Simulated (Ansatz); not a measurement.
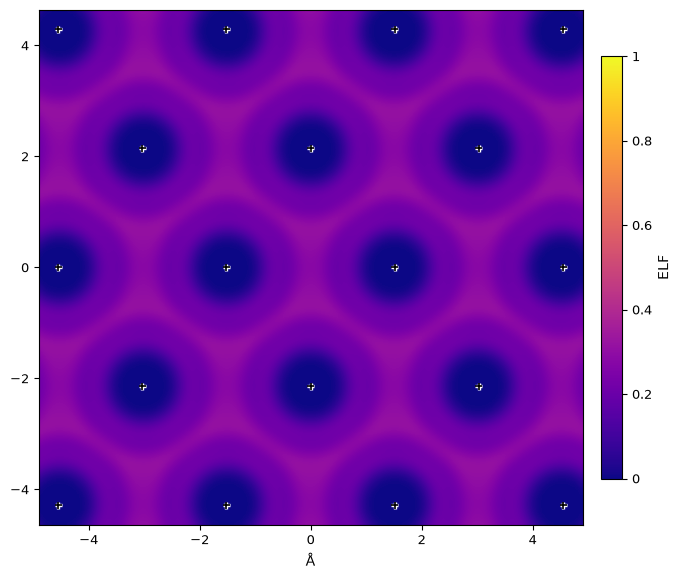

The electron localisation function on a plane through atoms (crosses mark nuclei in the plane).

These are results of Ansatz, Kohn-Sham DFT of a periodic cell, PBEsol, Ansatz PAW, not measurements.

Candidates:
A. Mo, a = 3.10 Å, b = 3.10 Å, c = 3.10 Å, α = 90.00°, β = 90.00°, γ = 90.00°. Space group Im-3m; a structure from a database of computed crystals, not necessarily the ambient phase; computed pressure about 8 GPa in this cell.
B. Zn, a = 3.03 Å, b = 3.03 Å, c = 3.03 Å, α = 90.00°, β = 90.00°, γ = 90.00°. Space group Im-3m; a structure from a database of computed crystals, not necessarily the ambient phase.

Which candidate gave the map?

Candidate B: Zn on the (101) plane of the conventional cell, which holds Zn. Zn–Zn (2.63 Å): the ELF is about 0.30 at the midpoint: no shared electron pair shows on this line.
